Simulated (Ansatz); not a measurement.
# SiO2: what the fields show

Input file:

```
crystal:
  lattice:
    - [4.982, 0.0, 0.0]
    - [0.0, 4.982, 0.0]
    - [0.0, 0.0, 6.963]
  atoms:
    - { symbol: Si, position: [0.79897, 0.20103, 0.75] }
    - { symbol: Si, position: [0.70103, 0.70103, 0.5] }
    - { symbol: Si, position: [0.20103, 0.79897, 0.25] }
    - { symbol: Si, position: [0.29897, 0.29897, 0.0] }
    - { symbol: O, position: [0.10347, 0.23989, 0.82187] }
    - { symbol: O, position: [0.26011, 0.60347, 0.07187] }
    - { symbol: O, position: [0.89653, 0.76011, 0.32187] }
    - { symbol: O, position: [0.73989, 0.39653, 0.57187] }
    - { symbol: O, position: [0.60347, 0.26011, 0.92813] }
    - { symbol: O, position: [0.76011, 0.89653, 0.67813] }
    - { symbol: O, position: [0.39653, 0.73989, 0.42813] }
    - { symbol: O, position: [0.23989, 0.10347, 0.17813] }
hamiltonian:
  xc: pbe
  pseudopotentials: { kind: paw }
kpoints:
  mp_grid: { grid: [6, 6, 4] }
  band_path:
    path:
      - [[0.0, 0.0, 0.0], [0.0, 0.5, 0.0], [0.5, 0.5, 0.0], [0.0, 0.0, 0.0], [0.0, 0.0, 0.5], [0.0, 0.5, 0.5], [0.5, 0.5, 0.5], [0.0, 0.0, 0.5]]
      - [[0.0, 0.5, 0.0], [0.0, 0.5, 0.5]]
      - [[0.5, 0.5, 0.0], [0.5, 0.5, 0.5]]
    npoints: 10
scf:
  occupations: { method: fermi_dirac, width: 0.05 }
  n_extra_bands: 30
output:
  forces: true
  stress: true
  eigenvalues: true
  fatbands: false
  write_density: true
  write_potential: true
  elf: true
  volumetric_format: npy
```

Run with:

```sh
ansatz run input.yaml --threads 4 --pin off --max-ram 11264MiB --backend cpu --events-out ev --progress --plain --runs-dir out
```

Below, planes, directions and counts refer to the conventional cell (a = 4.98 Å, b = 4.98 Å, c = 6.96 Å, α = 90.00°, β = 90.00°, γ = 90.00°).

Space group P4₁2₁2; not relaxed (largest force 0.4 eV/Å); computed pressure about 6 GPa in this cell.

The calculation used Kohn-Sham DFT of a periodic cell, PBE, Ansatz PAW (Ansatz).

Core electrons are frozen (PAW), and the valence fields are smoothed inside the atomic spheres.

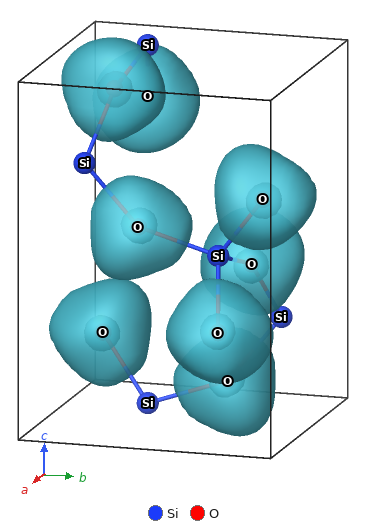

Figure 1. Isosurface of the ELF at 0.65 (cyan), seen slightly off an axis. Only the valence region is drawn (cores and ρ < 0.01 e/Å³ removed). Sticks mark near contacts.

Question: What do the ELF domains correspond to?

Answer: The surface consists of eight regions on O in which the atom's valence shell and bonds are merged, counted in one cell of 12 atoms. Regions shared between cells count once. Profiles from the grid: Si–O (1.60 Å): the ELF peaks at about 0.85 between the atoms, as expected for a short, strongly polar bond.

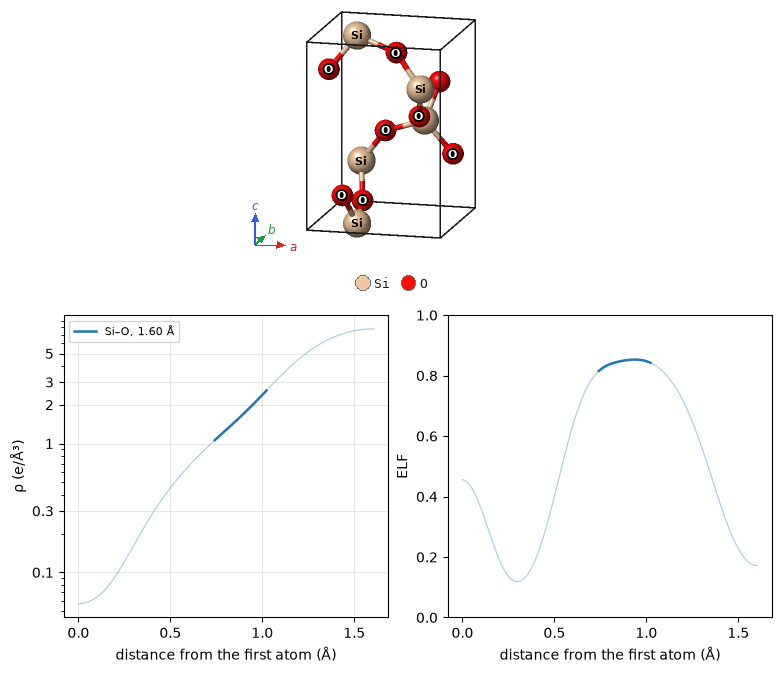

Figure 2. Valence electron density and electron localisation function along straight lines between neighbouring atoms. Thin, pale parts lie inside the atomic spheres. The structure is drawn too.

Question: What kind of bonding do the profiles show?

Answer: Si–O (1.60 Å): ρ at the midpoint is about 1.3 e/Å³; the ELF peaks at about 0.85 between the atoms (a polar covalent bond).

Question: Does the calculation give a band gap?

Answer: It is gapped, with a Kohn–Sham gap of 5.8 eV on the k-point mesh, an upper bound to the gap of this method.
